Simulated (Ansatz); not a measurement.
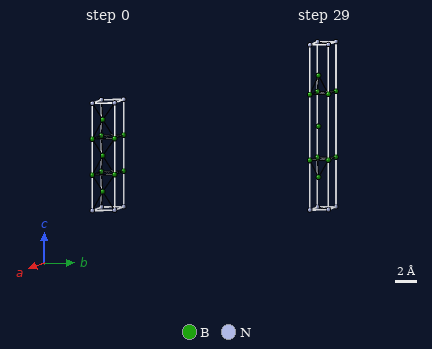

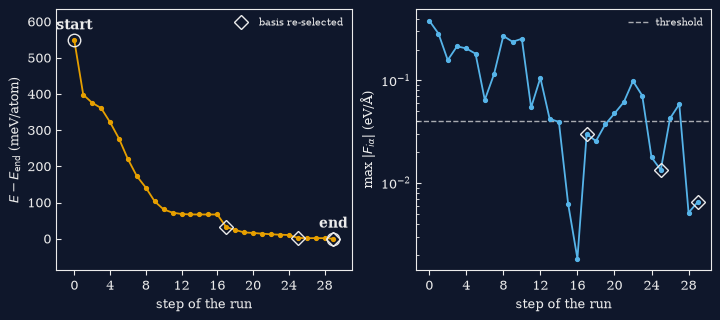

First and last geometry of a relaxation of solid B5N (a generated structure, set up in P-6m2) (coarse preliminary run), with the history of the run. Style: ball-and-stick. Shown: the cell of the calculation, slightly off an axis.

All numbers below come from DFT PBE, scalar-relativistic, plane waves, PAW in Ansatz 0.2.0. Settings: plane-wave cutoff 420 eV; k-point mesh 12 × 12 × 2; occupations gaussian; smearing width 0.1 eV; no spin polarisation; cell and atoms relaxed; force threshold 0.04 eV/Å; at most 70 steps.

### What do the curves and the structures tell?

It converged. The largest moves relative to the cell, 0.52 Å, are those of B atoms. N stays in place. Cell: a = b 2.215 → 1.843 Å (−16.8 %), c 10.768 → 16.576 Å (+53.9 %). Volume +6.5 %. Some distances before and after: B–B 2.212 → 3.470 Å, B–N 2.186 → 3.360 Å, B–B 2.215 → 1.843 Å, N–N 2.215 → 1.843 Å. The space group stays P-6m2 (No. 187). Over 26 accepted moves (29 points after the start) the energy falls by 548 meV per atom. The largest force component goes from 0.38 to 0.0065 eV/Å. Pressure: −31.58 GPa at the start and 0.01 GPa at the end. At 3 points the geometry stayed and the basis and grid were re-selected for the new cell (energy shift of 34.7 meV per atom at most each time).
